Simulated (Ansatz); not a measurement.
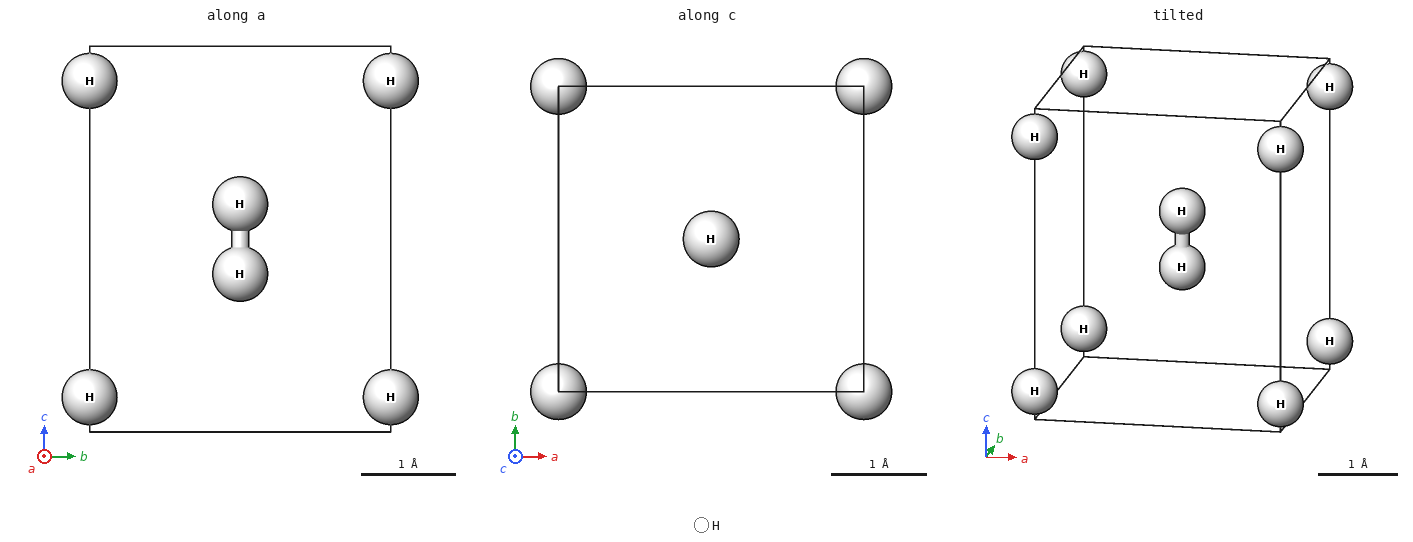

Crystal structure, ball-and-stick style, seen along the a axis, along the c axis and slightly off an axis. Thin lines show the conventional unit cell, with boundary atoms drawn in all their periodic places. Cell: a = 3.214 Å, b = 3.214 Å, c = 4.117 Å, α = 90.00°, β = 90.00°, γ = 90.00°.

- The element is hydrogen.
- Its lattice is body-centred tetragonal, its space group I4/mmm (No. 139).
- The cell holds four atoms.
- The neighbours of H is one H at about 0.7 Å.
- The bonds build separate H2 groups.

It derives from a structure listed in the Materials Project. The cell was then strained or its atoms displaced on purpose. Ansatz was used for an electronic-structure calculation on it.
